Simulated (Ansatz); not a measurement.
Band edges of PbS (Cmcm).

```
Pb S
1.0
     2.07995   -5.99130    0.00000
     2.07995    5.99130    0.00000
     0.00000    0.00000    4.27932
Pb S
2 2
Direct
  0.86944 0.13056 0.75000
  0.13056 0.86944 0.25000
  0.64520 0.35480 0.75000
  0.35480 0.64520 0.25000
```

All numbers here come from DFT LDA, spin-orbit coupling, plane waves, PAW; levels and slopes on a dense k mesh at the converged density in Ansatz. Non-magnetic. With an inversion centre and no moment every band is doubly degenerate; a pair is shown and named once. k mesh for the levels: 14×14×12. Cell and positions as given, without relaxation (residual pressure −4 GPa). The cell comes from a database of computed structures, not from a measurement.

Masses come from a second pass at points close to the extrema; at the energies drawn a band may no longer be parabolic.

The gap is direct, 0.69 eV at this level of theory, which underestimates gaps and can reorder valleys that lie close.

Valence band: two equivalent maxima on the T–Y line, principal masses 0.11, 0.14 and 1.23 mₑ. Band pair 39/40 forms the valence edge; band pair 37/38 begins 0.18 eV lower (at Z). The surfaces also take in Z, where this band lies 0.18 eV below its edge, so they needn't be separate pockets.
Conduction band: two equivalent minima on the T–Y line, principal masses 0.12, 0.13 and 0.30 mₑ; two equivalent minima on the Σ₀–Γ line, 0.07 eV above the edge, principal masses 0.14, 0.14 and 0.29 mₑ; two equivalent minima on the Y–C₀ line, 0.10 eV above the edge, principal masses 0.098, 1.95 and 2.07 mₑ. Band pair 41/42 forms the conduction edge. The surfaces also take in Y, where this band lies 0.12 eV above its edge. Another band lies within 0.06 eV there, so the masses may hold only close to the extrema.

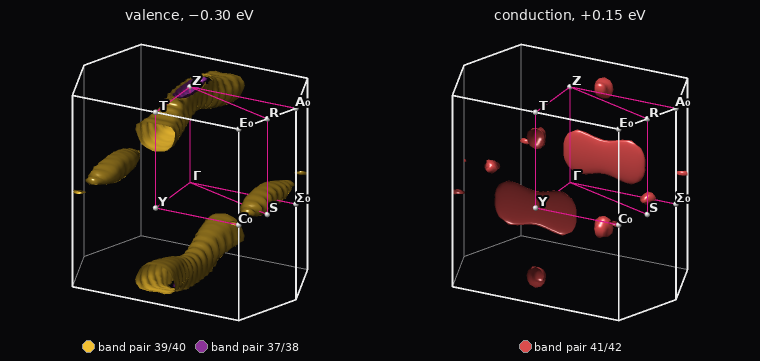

Constant-energy surfaces near the two band edges, measured from each edge.

Where one band's surface lies inside another's, the outer one hides all or part of it.

The mesh is coarse (steps of 0.12 Å⁻¹).

Time for the whole run: 12 min on 1 thread of Arm Neoverse V2, on a shared host, peak memory 1.9 GiB.
